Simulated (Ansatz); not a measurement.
**Run report: SnO2, geometry relaxation (part 2 of 2)**

Continued. System: SnO2 (R-3m, 3 atoms in the cell). Method: DFT r2SCAN, scalar-relativistic, plane waves, PAW, no spin polarisation (Ansatz 0.2.0); cutoff 500 eV, 6×6×6 k-mesh, Gaussian smearing of 0.1 eV. The structure derives from a Materials Project entry.

Geometry of the input (Å; fractional positions):
```
1.6171  0.9336  4.8006
-1.6171  0.9336  4.8006
0.0000  -1.8673  4.8006
Sn 0.5000  0.5000  0.5000
O  0.2372  0.2372  0.2372
O  0.7628  0.7628  0.7628
```

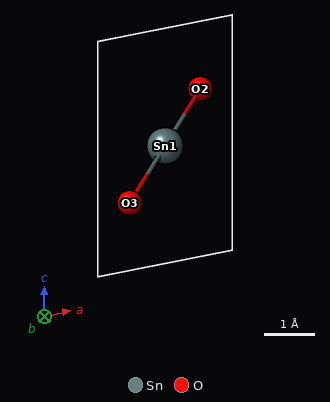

**Figure 1.** The geometry at step 2 of the log (ball-and-stick view of the reduced cell, along the b axis; atoms are numbered from 1 in the order of the input).

**The program's output, continued**
```
Crystal: 3 atoms, lattice volume = 38.031 Å³
Basis set: ecut = 500 eV, 963 PW (Γ), FFT grids on a1−a3, a2−a3, a3, exchange–correlation on 96×96×160 points (64 copies of the dense FFT grid, shifted against one another)
iter 1 solved again at ethr=3.03e-5 eV; its pass at ethr=3.10e-3 eV (dr2=7.88e-3 eV) is discarded
SCF iter   1: F=—  HF=-7175.665941 eV  |F-HF|=—  |Δ(HF+E_count)|=         —  Δρ=8.45e-3  dr2=7.89e-3  dr2_τ=1.94e-1  ethr=3.03e-5  ⟨swp⟩=2.0  Hψ=3552  notcnv=0
preconditioner: auto → none  [insulator: Δε(μ)=2.317 eV  Ē_g=21.304 eV  σ=0.100 eV  W_gap=1.00  n_scr=14 (ndim 8)  ℏωp=30.7 eV  f_vac=0.061  D(μ)=0.00/eV (n_scr^D=0)  ε∞_Penn≈3.1]
SCF iter   2: F=—  HF=-7175.587865 eV  |F-HF|=—  |Δ(HF+E_count)|=   7.81e-2  Δρ=4.63e-3  dr2=3.19e-3  dr2_τ=2.71e-4  ethr=3.03e-5  ⟨swp⟩=2.1  Hψ=1090  notcnv=0
SCF iter   3: F=—  HF=-7175.588682 eV  |F-HF|=—  |Δ(HF+E_count)|=   8.17e-4  Δρ=2.38e-3  dr2=8.09e-4  dr2_τ=1.62e-4  ethr=1.23e-5  ⟨swp⟩=2.0  Hψ=783  notcnv=0
SCF iter   4: F=—  HF=-7175.588687 eV  |F-HF|=—  |Δ(HF+E_count)|=   5.57e-6  Δρ=2.44e-4  dr2=1.24e-5  dr2_τ=1.79e-6  ethr=3.11e-6  ⟨swp⟩=2.0  Hψ=702  notcnv=0
SCF iter   5: F=—  HF=-7175.588692 eV  |F-HF|=—  |Δ(HF+E_count)|=   4.49e-6  Δρ=5.61e-5  dr2=4.96e-7  dr2_τ=8.50e-8  ethr=4.78e-8  ⟨swp⟩=2.0  Hψ=779  notcnv=0
SCF iter   6: F=-7175.588692 eV  HF=-7175.588692 eV  |F-HF|=2.28e-8  |Δ(HF+E_count)|=   3.18e-7  Δρ=1.54e-5  dr2=3.11e-8  dr2_τ=5.02e-9  ethr=1.15e-9  ⟨swp⟩=6.3  Hψ=2570  notcnv=0
SCF 4 converged in 6 iterations: F = -7175.588692 eV  dr2 = 3.11e-8
relax step   4: F+E_penalty+E_count = -7175.58869200 eV  Δ(F+E_penalty+E_count) = -2.935e-3 eV  max|allowed force component| = 4.236e-2 eV/Å  Δτ_max = 0.0477 Å  P = +1.405 GPa  Ω = 38.031 Å³  energy of the carried Pulay correction = +2.149e-3 eV  (6 SCF iters, dr2 threshold 3.00e-7 eV, accepted)
Crystal: 3 atoms, lattice volume = 38.732 Å³
Basis set: ecut = 500 eV, 981 PW (Γ), FFT grids on a1−a3, a2−a3, a3, exchange–correlation on 96×96×160 points (64 copies of the dense FFT grid, shifted against one another)
iter 1 solved again at ethr=4.25e-6 eV; its pass at ethr=3.10e-3 eV (dr2=1.11e-3 eV) is discarded
SCF iter   1: F=—  HF=-7175.579285 eV  |F-HF|=—  |Δ(HF+E_count)|=         —  Δρ=2.56e-3  dr2=1.09e-3  dr2_τ=1.57e-2  ethr=4.25e-6  ⟨swp⟩=2.0  Hψ=3445  notcnv=0
preconditioner: auto → none  [insulator: Δε(μ)=2.437 eV  Ē_g=21.186 eV  σ=0.100 eV  W_gap=1.00  n_scr=14 (ndim 8)  ℏωp=30.4 eV  f_vac=0.079  D(μ)=0.00/eV (n_scr^D=0)  ε∞_Penn≈3.1]
SCF iter   2: F=—  HF=-7175.590495 eV  |F-HF|=—  |Δ(HF+E_count)|=   1.12e-2  Δρ=1.28e-3  dr2=2.94e-4  dr2_τ=1.75e-5  ethr=4.19e-6  ⟨swp⟩=2.0  Hψ=1068  notcnv=0
SCF iter   3: F=—  HF=-7175.590594 eV  |F-HF|=—  |Δ(HF+E_count)|=   9.91e-5  Δρ=7.85e-4  dr2=1.56e-4  dr2_τ=2.21e-5  ethr=1.13e-6  ⟨swp⟩=2.0  Hψ=790  notcnv=0
SCF iter   4: F=—  HF=-7175.590553 eV  |F-HF|=—  |Δ(HF+E_count)|=   4.16e-5  Δρ=1.61e-4  dr2=2.79e-6  dr2_τ=8.67e-7  ethr=6.01e-7  ⟨swp⟩=2.0  Hψ=718  notcnv=0
SCF iter   5: F=-7175.590556 eV  HF=-7175.590556 eV  |F-HF|=8.09e-8  |Δ(HF+E_count)|=   2.87e-6  Δρ=2.42e-5  dr2=6.55e-8  dr2_τ=1.28e-8  ethr=1.15e-9  ⟨swp⟩=4.3  Hψ=2705  notcnv=0
SCF 5 converged in 5 iterations: F = -7175.590556 eV  dr2 = 6.55e-8
relax step   5: F+E_penalty+E_count = -7175.59055560 eV  Δ(F+E_penalty+E_count) = -1.864e-3 eV  max|allowed force component| = 2.786e-3 eV/Å  Δτ_max = 0.0129 Å  P = +0.089 GPa  Ω = 38.732 Å³  energy of the carried Pulay correction = +1.856e-3 eV  (5 SCF iters, dr2 threshold 3.00e-7 eV, accepted)
Basis set: ecut = 500 eV, 981 PW (Γ), FFT grids on a1−a3, a2−a3, a3, exchange–correlation on 96×96×144 points (64 copies of the dense FFT grid, shifted against one another)
Initial wavefunctions: pseudopotential atomic-orbital guess (no wavefunctions were taken with the density)
iter 1 solved again at ethr=7.14e-8 eV; its pass at ethr=3.10e-3 eV (dr2=1.86e-5 eV) is discarded
SCF iter   1: F=—  HF=-7175.588255 eV  |F-HF|=—  |Δ(HF+E_count)|=         —  Δρ=3.95e-4  dr2=5.54e-6  dr2_τ=3.09e-5  ethr=7.14e-8  ⟨swp⟩=3.6  Hψ=4487  notcnv=0
preconditioner: auto → none  [insulator: Δε(μ)=2.436 eV  Ē_g=21.216 eV  σ=0.100 eV  W_gap=1.00  n_scr=14 (ndim 8)  ℏωp=30.4 eV  f_vac=0.076  D(μ)=0.00/eV (n_scr^D=0)  ε∞_Penn≈3.1]
SCF iter   2: F=—  HF=-7175.588272 eV  |F-HF|=—  |Δ(HF+E_count)|=   1.68e-5  Δρ=1.95e-4  dr2=1.43e-6  dr2_τ=2.38e-6  ethr=2.13e-8  ⟨swp⟩=2.6  Hψ=852  notcnv=0
SCF iter   3: F=—  HF=-7175.588276 eV  |F-HF|=—  |Δ(HF+E_count)|=   4.29e-6  Δρ=4.79e-5  dr2=6.48e-7  dr2_τ=9.14e-8  ethr=5.49e-9  ⟨swp⟩=2.0  Hψ=800  notcnv=0
SCF iter   4: F=-7175.588276 eV  HF=-7175.588276 eV  |F-HF|=7.20e-9  |Δ(HF+E_count)|=   1.55e-7  Δρ=5.70e-6  dr2=2.68e-9  dr2_τ=2.44e-9  ethr=1.15e-11  ⟨swp⟩=4.7  Hψ=2574  notcnv=0
SCF 6 converged in 4 iterations: F = -7175.588276 eV  dr2 = 2.68e-9
relax step   6: F+E_penalty+E_count = -7175.58827617 eV  Δ(F+E_penalty+E_count) = +2.279e-3 eV  max|allowed force component| = 2.634e-3 eV/Å  Δτ_max = 0.0000 Å  P = +0.122 GPa  Ω = 38.732 Å³  stress off target by 1.38e-1 GPa  SCF on the basis re-selected at this cell (its energy is not comparable with the rows above)  (4 SCF iters)
basis re-selected at this cell: Δ(F+E_penalty+E_count) = +2.279e-3 eV, ΔP = +0.032 GPa vs the last step (what re-selecting the basis moved, of the pressure what is left beyond the Pulay correction that the steps carried, after the strain that the cell walked since its last selection, with what the two solves' SCF thresholds leave and, on support functions, any second-order correction that the steps lacked; it is no measure of the basis error at this ecutwfc). The dense FFT grid was sized anew with the basis: this SCF ran on 24×24×36 points, the steps before it on 24×24×40, so part of this shift can come from that change (see relax.cell in the input reference). This SCF's stress stands 1.38e-1 GPa from its target on what of the cell is left free (relax.cell.stress_tol is 5.00e-1 GPa) and its largest allowed force component is 2.63e-3 eV/Å (relax.f_tol is 5.00e-2 eV/Å): within both
SCF converged after 4 iterations
Free energy (F): -7175.588276 eV
Harris-Foulkes:  -7175.588276 eV  (|F-HF|=7.20e-9)
Internal energy: -7175.588276 eV  (E = F + TS)
E sigma→0 (E₀):  -7175.588276 eV
Fermi energy:    8.723404 eV
--- Per-component energies (eV) ---
  E_band       = -109.951422
  E_kinetic    = 541.866835
  E_local      = -1684.816359  (includes V_loc(G=0)·N_el)
  E_nonlocal   = 65.194211
  E_hartree    = 858.072491
  E_xc         = -518.302421
  E_vxc        = -312.064985  (∫ρ·V_xc dr)
  E_paw        = -4491.320795  (= ΣΔE_a)
  E_vpaw       = -456.149621  (= ΣTr[D̂ρ^β])
  E_aug_tail   = 0.002097  (compensation charges beyond the density's cutoff)
  E_vtau       = 19.871225  (kinetic-family band-sum trace: ∫τ·v_τ [+ j·A + Jᵃ·Aᵃ] dr)
  E_ewald      = -1946.955773
  E_core_change = 0.671438  (= ΣΔE_core)
  E_smearing   = -0.000000  (= −TS)
  E_closure    = 0.000000  (closes the sum)
  Σ components = -7175.588276   (vs F -7175.588276, Δ=0.00e0)
--- Forces (eV/Å), atoms counted from 1 ---
  atom   1  Sn     0.00000000     0.00000000    -0.00000000
  atom   2  O      0.00000000    -0.00000000    -0.00263419
  atom   3  O      0.00000000     0.00000000     0.00263419
  max |Σ_I F_I| component: 0.00e0 eV/Å
--- Stress (GPa, compression-positive) ---
        0.137766       0.000000       0.000000
        0.000000       0.137766       0.000000
        0.000000       0.000000       0.089116
  P = ⅓ Tr σ = 0.1215 GPa (1.215 kbar)
--- Band table (eV; the first three rows and the last of 32) ---
  k-point 0: bands = ["-13.3202", "-12.9434", "-12.9434", "-12.7180", "-12.7180", "-11.6291", "-9.7325", "3.4520", "6.0567", "6.0567", "6.3740", "6.3740", "7.4864", "9.9391", "13.9261", "19.4827", "19.4827"]
  k-point 1: bands = ["-13.2952", "-13.1053", "-12.8878", "-12.7626", "-12.7161", "-11.4665", "-9.2920", "3.1896", "4.7890", "5.4344", "5.7619", "6.6069", "7.4369", "11.4899", "14.9452", "17.8200", "20.1680"]
  k-point 2: bands = ["-13.7750", "-12.8888", "-12.8342", "-12.7637", "-12.6508", "-10.9341", "-8.6646", "1.8792", "3.7468", "4.6165", "5.3404", "6.7005", "7.0231", "13.4073", "16.0713", "17.6452", "21.2637"]
  k-point 31: bands = ["-13.3137", "-12.9423", "-12.9423", "-12.7175", "-12.7175", "-11.3804", "-10.0620", "4.1266", "5.7051", "5.8892", "5.8892", "6.5016", "6.5016", "11.7317", "14.1060", "19.9120", "19.9120"]
--- Relaxed structure (5 steps of the walk, 5 accepted, 1 SCFs on fresh bases) ---
  F+E_penalty+E_count = -7175.58827617 eV   max|allowed force component| = 2.634e-3 eV/Å   (the final SCF, on the basis selected at the relaxed cell)
  cell:  # Å, volume = 38.7322 Å³
    - [1.604680598420329, 0.9264627754613471, 4.342150757269987]
    - [-1.604680598420329, 0.9264627754613471, 4.342150757269987]
    - [-6.349497116035214e-17, -1.8529255509226943, 4.342150757269987]
  atoms:
    - { symbol: Sn, position: [0.5000000000000001, 0.5000000000000001, 0.5000000000000001] }
    - { symbol: O, position: [0.24146076656141896, 0.24146076656141896, 0.24146076656141896] }
    - { symbol: O, position: [0.7585392334385812, 0.7585392334385812, 0.7585392334385812] }
```

**Trajectory as extended XYZ (Å, eV, eV/Å), 6 frames, from step=1 to step=6**
```
3
Lattice="1.6171 0.9336 4.8006 -1.6171 0.9336 4.8006 0.0000 -1.8673 4.8006" Properties=species:S:1:pos:R:3:forces:R:3 step=1 energy=-7175.52301 pressure_GPa=-7.18
Sn    0.0000    0.0000    7.2009    0.0000   0.0000   0.0000
O     0.0000    0.0000    3.4157    0.0000   0.0000  -0.6313
O     0.0000    0.0000   10.9861    0.0000   0.0000   0.6313
3
Lattice="1.5973 0.9222 4.6554 -1.5973 0.9222 4.6554 0.0000 -1.8444 4.6554" Properties=species:S:1:pos:R:3:forces:R:3 step=2 energy=-7175.57760 pressure_GPa=-0.30
Sn    0.0000    0.0000    6.9831    0.0000   0.0000   0.0000
O     0.0000    0.0000    3.3167    0.0000   0.0000  -0.0242
O     0.0000    0.0000   10.6495    0.0000   0.0000   0.0242
3
Lattice="1.5986 0.9229 4.5093 -1.5986 0.9229 4.5093 0.0000 -1.8459 4.5093" Properties=species:S:1:pos:R:3:forces:R:3 step=3 energy=-7175.58576 pressure_GPa=0.66
Sn    0.0000    0.0000    6.7640    0.0000   0.0000   0.0000
O     0.0000    0.0000    3.2338    0.0000   0.0000   0.0766
O     0.0000    0.0000   10.2942    0.0000   0.0000  -0.0766
3
Lattice="1.6025 0.9252 4.2753 -1.6025 0.9252 4.2753 0.0000 -1.8504 4.2753" Properties=species:S:1:pos:R:3:forces:R:3 step=4 energy=-7175.58869 pressure_GPa=1.41
Sn    0.0000    0.0000    6.4129    0.0000   0.0000   0.0000
O     0.0000    0.0000    3.1084    0.0000   0.0000   0.0424
O     0.0000    0.0000    9.7174    0.0000   0.0000  -0.0424
3
Lattice="1.6047 0.9265 4.3422 -1.6047 0.9265 4.3422 0.0000 -1.8529 4.3422" Properties=species:S:1:pos:R:3:forces:R:3 step=5 energy=-7175.59056 pressure_GPa=0.09
Sn    0.0000    0.0000    6.5132    0.0000   0.0000   0.0000
O     0.0000    0.0000    3.1454    0.0000   0.0000  -0.0028
O     0.0000    0.0000    9.8811    0.0000   0.0000   0.0028
3
Lattice="1.6047 0.9265 4.3422 -1.6047 0.9265 4.3422 0.0000 -1.8529 4.3422" Properties=species:S:1:pos:R:3:forces:R:3 step=6 energy=-7175.58828 pressure_GPa=0.12
Sn    0.0000    0.0000    6.5132    0.0000   0.0000   0.0000
O     0.0000    0.0000    3.1454    0.0000   0.0000  -0.0026
O     0.0000    0.0000    9.8811    0.0000   0.0000   0.0026
```

**Results in brief**

- outcome: converged
- space group (tolerance 0.01 Å): R-3m (166)
- electrons treated: 26
- free energy: −7175.5883 eV
- Fermi energy: 8.723 eV
- gap on the k-point mesh: 2.44 eV
- pressure: 0.12 GPa
- final volume: 38.73 Å³
- largest force (length of the vector) at the end: 0.003 eV/Å
- final cell: a = 4.721 Å, b = 4.721 Å, c = 4.721 Å, α = 39.74°, β = 39.74°, γ = 39.74°
- hardware: 1 thread of Oxide Virtual Turin-like (Zen 5), 32 GiB of memory available, shared host
- wall time: 32 s
- peak memory: 0.47 GiB
